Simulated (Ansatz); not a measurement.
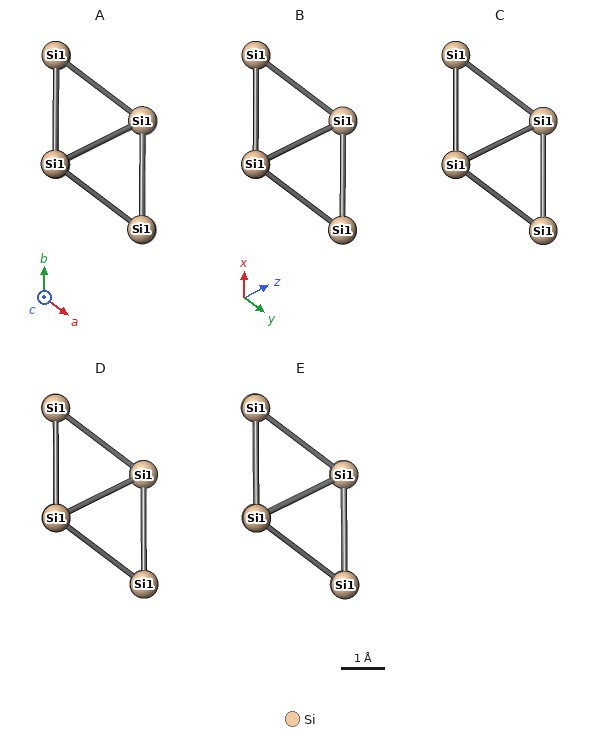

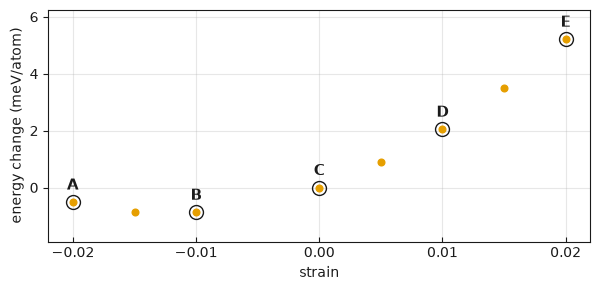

Energy scan for a crystal of Si (I4/mmm), in which the cell is strained along y alone, with the atoms kept at their fractional coordinates. x, y and z are the Cartesian axes of the input. The lettered frames are marked on the plot. A ball-and-stick model of the cell of the calculation, seen along the c axis.

All numbers below come from DFT PBE+D3(BJ), scalar-relativistic, plane waves, PAW in Ansatz 0.2.0. (plane-wave cutoff 420 eV; k-point mesh 22 × 22 × 22; occupations gaussian; smearing width 0.15 eV; no spin polarisation). Energies (free energies at the smearing named) are counted from the cell as listed in its source, which wasn't relaxed.

Describe the profile.

Answer. Of the computed points the lowest is at the strain −0.01, −0.87 meV/atom. The unrelaxed reference is under a pressure of −1.8 GPa, which tilts the curve. The distortion takes the space group from I4/mmm to Immm. At the strain −0.02 the cell of the drawing goes a 2.653 → 2.633 Å, b 2.653 → 2.633 Å, c 2.653 → 2.633 Å, α 104.3° → 103.7°, β 104.3° → 105.5°, γ 120.3° → 119.8°.

The computed points:

| strain | energy change (meV/atom) |
| --- | --- |
| −0.020 | −0.51 |
| −0.015 | −0.85 |
| −0.010 | −0.87 |
| 0.000 | 0.00 |
| 0.005 | 0.88 |
| 0.010 | 2.05 |
| 0.015 | 3.50 |
| 0.020 | 5.22 |
